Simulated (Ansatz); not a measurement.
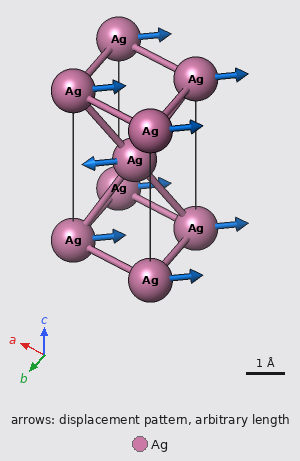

Phonons of a crystal of Ag, space group Im-3m (No. 229), at the zone centre of a doubled cell. The levels lie at 26i, 97, 147 cm⁻¹. One mode is drawn. The blue arrows are the displacements of the atoms (eigenvector over the root of the mass), of arbitrary overall length and sign. The picture is a ball-and-stick view of the cell of the calculation, seen from a free direction.

These are results of DFT r2SCAN, scalar-relativistic, plane waves, PAW (Ansatz 0.2.0), not measurements. (plane-wave cutoff 500 eV; k-point mesh 18 × 18 × 10; occupations gaussian; smearing width 0.15 eV; no spin polarisation)

Question: Which of these frequencies is the drawn mode's?

Answer: The level at 97 cm⁻¹. This is a non-degenerate mode, level 2 of 3, counted from below (1 lower level is imaginary, so the structure is unstable) (the three translations aside). All motion is along [1 1 0] of the drawn cell; atoms of one kind move against one another, with no net shift of their sublattice. It changes sign from one half of the doubled cell to the other: it belongs to the zone boundary, q = (0, 0, 1/2) in the reciprocal vectors of the undoubled cell.
